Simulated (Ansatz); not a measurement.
# What a change does: single-point calculation on Co

System: Co (P6/mmm, 3 atoms in the cell).
Method of run A: DFT, revPBE, plane waves (420 eV) with PAW, scalar-relativistic, spin-polarised (Ansatz 0.2.0).

Text and figures count atoms from 1; the logs count them from 0 in places.

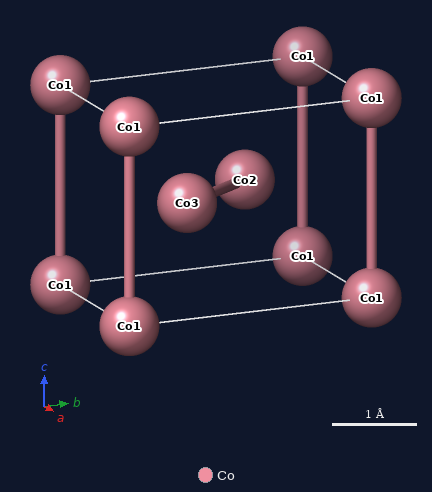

Fig. 1: The structure (ball-and-stick view of the cell of the calculation, seen slightly off an axis; atoms are numbered from 1 in the order of the input).

### Input file, run A
```yaml
crystal:
  lattice:
    - [3.935397944, 0.0, 0.0]
    - [-1.967698972, 3.4081545935, 0.0]
    - [0.0, 0.0, 2.4210705572]
  atoms:
    - { symbol: Co, position: [1.0, 1.0, 0.0], spin: 1.721 }
    - { symbol: Co, position: [0.3333333333, 0.6666666667, 0.5], spin: 1.771 }
    - { symbol: Co, position: [0.6666666667, 0.3333333333, 0.5], spin: 1.771 }
hamiltonian:
  xc: revpbe
  pseudopotentials:
    kind: paw
    azcp:
      Co: "pseudopotentials/Co.paw.azcp"
basis:
  ecutwfc: 420
  fft_grid_basis: typed
kpoints:
  mp_grid: { grid: [10, 10, 14], shift: [0, 0, 0] }
magnetization:
  spin_polarized: true
scf:
  occupations: { method: fermi_dirac, width: 0.05 }
  lower_state_search: "off"
output:
  stress: true
```

Hardware: 2 threads of an Arm (aarch64) CPU, shared host.

### Output, shortened to warnings, some set-up lines, iterations and results (run A)
```
Basis set: ecut = 420 eV, 621 PW (Γ)
Symmetry: 24 space group operations
k-points: 112 of 1400
Initial density: superposition of atomic densities (chi_scale 0.1, normalization cell)
[...]
SCF iter   1: F=—  HF=-15388.391248 eV  |F-HF|=—  |Δ(HF+E_count)|=         —  Δρ=5.29e-2 (↑1.97e-2 ↓5.29e-2)  dr2=3.90e-1  dr2_m=3.28e-1  M=4.862 μB ∫|m|=4.957 μB  β_m=1.00  …
SCF iter   2: F=—  HF=-15388.468498 eV  |F-HF|=—  |Δ(HF+E_count)|=   7.72e-2  Δρ=4.02e-2 (↑8.30e-3 ↓4.02e-2)  dr2=5.04e-1  dr2_m=9.86e-2  M=4.833 μB ∫|m|=5.150 μB  β_m=0.30  …
SCF iter   3: F=—  HF=-15388.651603 eV  |F-HF|=—  |Δ(HF+E_count)|=   1.83e-1  Δρ=7.65e-2 (↑2.51e-2 ↓7.65e-2)  dr2=2.91e0  dr2_m=2.25e-1  M=4.817 μB ∫|m|=5.171 μB  β_m=0.30  …
SCF iter   4: F=—  HF=-15388.575707 eV  |F-HF|=—  |Δ(HF+E_count)|=   7.59e-2  Δρ=1.18e-2 (↑1.07e-2 ↓1.18e-2)  dr2=1.53e-2  dr2_m=3.29e-2  M=4.861 μB ∫|m|=5.236 μB  β_m=0.30  …
SCF iter   5: F=—  HF=-15388.604068 eV  |F-HF|=—  |Δ(HF+E_count)|=   2.84e-2  Δρ=1.68e-2 (↑9.82e-3 ↓1.68e-2)  dr2=4.73e-2  dr2_m=4.25e-2  M=4.874 μB ∫|m|=5.268 μB  β_m=0.30  …
[... 15 lines ...]
SCF iter  21: F=—  HF=-15388.639669 eV  |F-HF|=—  |Δ(HF+E_count)|=   1.87e-6  Δρ=3.47e-5 (↑6.65e-6 ↓3.47e-5)  dr2=3.06e-7  dr2_m=9.47e-8  M=4.926 μB ∫|m|=5.410 μB  β_m=0.40  …
SCF iter  22: F=—  HF=-15388.639669 eV  |F-HF|=—  |Δ(HF+E_count)|=   8.56e-9  Δρ=3.31e-5 (↑7.07e-6 ↓3.31e-5)  dr2=3.20e-7  dr2_m=8.02e-8  M=4.926 μB ∫|m|=5.410 μB  β_m=0.63  …
SCF iter  23: F=—  HF=-15388.639669 eV  |F-HF|=—  |Δ(HF+E_count)|=   2.94e-9  Δρ=2.01e-5 (↑2.64e-6 ↓2.01e-5)  dr2=1.40e-7  dr2_m=2.42e-8  M=4.926 μB ∫|m|=5.410 μB  β_m=0.71  …
SCF iter  24: F=-15388.639669 eV  HF=-15388.639669 eV  |F-HF|=6.99e-9  |Δ(HF+E_count)|=   5.42e-9  Δρ=4.92e-6 (↑6.66e-7 ↓4.92e-6)  dr2=7.69e-9  dr2_m=1.81e-9  M=4.926 μB …
SCF 1 converged in 24 iterations: F = -15388.639669 eV  dr2 = 7.69e-9
SCF converged after 24 iterations
Magnetization: 4.9263 μB (27.9632 up, 23.0368 down)
Absolute magnetization: 5.4120 μB (∫|ρ↑−ρ↓|, with the PAW one-centre terms)
Spin contamination: 0.0876 ħ² per cell (⟨S²⟩ above its minimum at these occupations)
Per-site moments (μB) at R_I (Å): [(1.675531938016942, 0.9986916048450001), (1.7346293212470028, 0.9372425132131942), (1.7346293212470025, 0.9372425132131942)]
Free energy (F): -15388.639669 eV
Harris-Foulkes:  -15388.639669 eV  (|F-HF|=6.99e-9)
Internal energy: -15388.621198 eV  (E = F + TS)
E sigma→0 (E₀):  -15388.630434 eV
Entropy (-TS):   -0.018471 eV (-6.157 meV/atom)
Fermi energy:    18.965442 eV
--- Per-component energies (eV) ---
  E_band       = -726.186895
  E_kinetic    = 1361.784150
  E_local      = -8515.511080  (includes V_loc(G=0)·N_el)
  E_nonlocal   = 1362.515820
  E_hartree    = 3573.921816
  E_xc         = -477.621177
  E_vxc        = -615.685378  (∫ρ·V_xc dr)
  E_paw        = -4557.291974  (= ΣΔE_a)
  E_vpaw       = -1467.133754  (= ΣTr[D̂ρ^β])
  E_aug_tail   = 0.000230  (compensation charges beyond the density's cutoff)
  E_ewald      = -8136.320122
  E_core_change = -0.098862  (= ΣΔE_core)
  E_smearing   = -0.018471  (= −TS)
  E_closure    = 0.000000  (closes the sum)
  Σ components = -15388.639669   (vs F -15388.639669, Δ=0.00e0)
--- Stress (GPa, compression-positive) ---
        8.824403       0.000000      -0.000000
        0.000000       8.824403      -0.000000
       -0.000000      -0.000000       8.662664
  P = ⅓ Tr σ = 8.7705 GPa (87.705 kbar)
```

The input of run B differs as follows (lines with − go, lines with + come):
```diff
-    - [3.935397944, 0.0, 0.0]
-    - [-1.967698972, 3.4081545935, 0.0]
-    - [0.0, 0.0, 2.4210705572]
+    - [3.8799624198, 0.0, 0.0]
+    - [-1.9399812099, 3.3601460212, 0.0]
+    - [0.0, 0.0, 2.3869664291]
```

How does run B compare with run A?

With the same functional and potentials, run B lies 39.4 meV per atom higher. The net moment of the cell goes from 4.93 to 4.83 μB. The pressure goes from 8.77 to 19.70 GPa. The volume per atom goes from 10.82 to 10.37 Å³. The cell is scaled evenly with the atoms at fixed fractional positions, so −ΔP/Δ ln V estimates the bulk modulus midway between the two volumes: about 260 GPa. The SCF takes 26 iterations against 24. The plane waves at Γ go from 621 to 619.

### Output, shortened to warnings, some set-up lines, iterations and results (run B)
```
Basis set: ecut = 420 eV, 619 PW (Γ)
Symmetry: 24 space group operations
k-points: 112 of 1400
Initial density: superposition of atomic densities (chi_scale 0.1, normalization cell)
[...]
SCF iter   1: F=—  HF=-15388.303085 eV  |F-HF|=—  |Δ(HF+E_count)|=         —  Δρ=5.40e-2 (↑1.87e-2 ↓5.40e-2)  dr2=4.82e-1  dr2_m=2.84e-1  M=4.794 μB ∫|m|=4.879 μB  β_m=1.00  …
SCF iter   2: F=—  HF=-15388.378191 eV  |F-HF|=—  |Δ(HF+E_count)|=   7.51e-2  Δρ=3.95e-2 (↑8.25e-3 ↓3.95e-2)  dr2=4.91e-1  dr2_m=8.26e-2  M=4.736 μB ∫|m|=5.034 μB  β_m=0.30  …
SCF iter   3: F=—  HF=-15388.580624 eV  |F-HF|=—  |Δ(HF+E_count)|=   2.02e-1  Δρ=8.63e-2 (↑2.97e-2 ↓8.63e-2)  dr2=3.63e0  dr2_m=2.57e-1  M=4.743 μB ∫|m|=5.071 μB  β_m=0.30  …
SCF iter   4: F=—  HF=-15388.462714 eV  |F-HF|=—  |Δ(HF+E_count)|=   1.18e-1  Δρ=1.13e-2 (↑1.13e-2 ↓1.12e-2)  dr2=1.86e-2  dr2_m=3.08e-2  M=4.775 μB ∫|m|=5.124 μB  β_m=0.30  …
SCF iter   5: F=—  HF=-15388.489222 eV  |F-HF|=—  |Δ(HF+E_count)|=   2.65e-2  Δρ=1.88e-2 (↑9.08e-3 ↓1.88e-2)  dr2=6.12e-2  dr2_m=4.47e-2  M=4.781 μB ∫|m|=5.146 μB  β_m=0.30  …
[... 17 lines ...]
SCF iter  23: F=—  HF=-15388.521426 eV  |F-HF|=—  |Δ(HF+E_count)|=   1.10e-5  Δρ=1.34e-4 (↑1.34e-4 ↓1.00e-4)  dr2=4.91e-7  dr2_m=3.81e-6  M=4.829 μB ∫|m|=5.276 μB  β_m=0.57  …
SCF iter  24: F=—  HF=-15388.521427 eV  |F-HF|=—  |Δ(HF+E_count)|=   7.90e-7  Δρ=4.94e-5 (↑3.47e-5 ↓4.94e-5)  dr2=1.04e-6  dr2_m=1.65e-7  M=4.830 μB ∫|m|=5.277 μB  β_m=0.52  …
SCF iter  25: F=—  HF=-15388.521427 eV  |F-HF|=—  |Δ(HF+E_count)|=   4.29e-8  Δρ=3.79e-5 (↑2.30e-5 ↓3.79e-5)  dr2=6.77e-7  dr2_m=6.64e-8  M=4.830 μB ∫|m|=5.277 μB  β_m=0.41  …
SCF iter  26: F=-15388.521427 eV  HF=-15388.521427 eV  |F-HF|=7.42e-8  |Δ(HF+E_count)|=   7.37e-8  Δρ=1.69e-5 (↑2.37e-6 ↓1.69e-5)  dr2=8.54e-8  dr2_m=2.24e-8  M=4.830 μB …
SCF 1 converged in 26 iterations: F = -15388.521427 eV  dr2 = 8.54e-8
SCF converged after 26 iterations
Magnetization: 4.8296 μB (27.9148 up, 23.0852 down)
Absolute magnetization: 5.2785 μB (∫|ρ↑−ρ↓|, with the PAW one-centre terms)
Spin contamination: 0.0789 ħ² per cell (⟨S²⟩ above its minimum at these occupations)
Per-site moments (μB) at R_I (Å): [(1.6256281934474908, 0.9846236520037501), (1.700960473553963, 0.9240401558404148), (1.7009604735539623, 0.9240401558404148)]
Free energy (F): -15388.521427 eV
Harris-Foulkes:  -15388.521427 eV  (|F-HF|=7.42e-8)
Internal energy: -15388.503941 eV  (E = F + TS)
E sigma→0 (E₀):  -15388.512684 eV
Entropy (-TS):   -0.017486 eV (-5.829 meV/atom)
Fermi energy:    19.950910 eV
--- Per-component energies (eV) ---
  E_band       = -679.275031
  E_kinetic    = 1366.005831
  E_local      = -8333.109097  (includes V_loc(G=0)·N_el)
  E_nonlocal   = 1362.494104
  E_hartree    = 3505.709555
  E_xc         = -479.072195
  E_vxc        = -617.697568  (∫ρ·V_xc dr)
  E_paw        = -4557.864575  (= ΣΔE_a)
  E_vpaw       = -1468.385220  (= ΣTr[D̂ρ^β])
  E_aug_tail   = 0.000271  (compensation charges beyond the density's cutoff)
  E_ewald      = -8252.568972
  E_core_change = -0.098862  (= ΣΔE_core)
  E_smearing   = -0.017486  (= −TS)
  E_closure    = 0.000000  (closes the sum)
  Σ components = -15388.521427   (vs F -15388.521427, Δ=0.00e0)
--- Stress (GPa, compression-positive) ---
       20.098388       0.000000      -0.000000
        0.000000      20.098388      -0.000000
       -0.000000      -0.000000      18.896606
  P = ⅓ Tr σ = 19.6978 GPa (196.978 kbar)
```

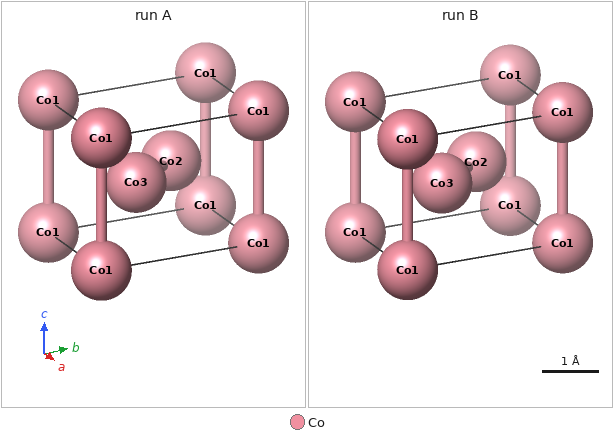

Fig. 2: The two input geometries at one scale (ball-and-stick view of the cell of the calculation, seen slightly off an axis). The atoms keep their places relative to the cell (all moves are under 0.005 Å). The volume changes by −4.2 %, with a = b 3.935 → 3.880 Å (−1.4 %), c 2.421 → 2.387 Å (−1.4 %). Among the contacts that change: Co1–Co1 2.421 → 2.387 Å, Co2–Co3 2.272 → 2.240 Å.

### The two runs side by side

```csv
quantity,run A,run B
outcome,converged,converged
free energy per atom (eV),−5129.5466,−5129.5071
"energy per atom, smearing taken to zero (eV)",−5129.5435,−5129.5042
net moment of the cell (μB),4.93,4.83
absolute moment of the cell (μB),5.41,5.28
pressure (GPa),8.77,19.70
volume per atom (Å³),10.82,10.37
SCF iterations,24,26
irreducible k-points,112,112
plane waves at Γ,621,619
wall time (shared host),18 s,17 s
```

For run A: The cell is under a pressure of 8.8 GPa at this level, so it is not at its equilibrium volume. For run B: The cell is under a pressure of 19.7 GPa at this level, so it is not at its equilibrium volume.
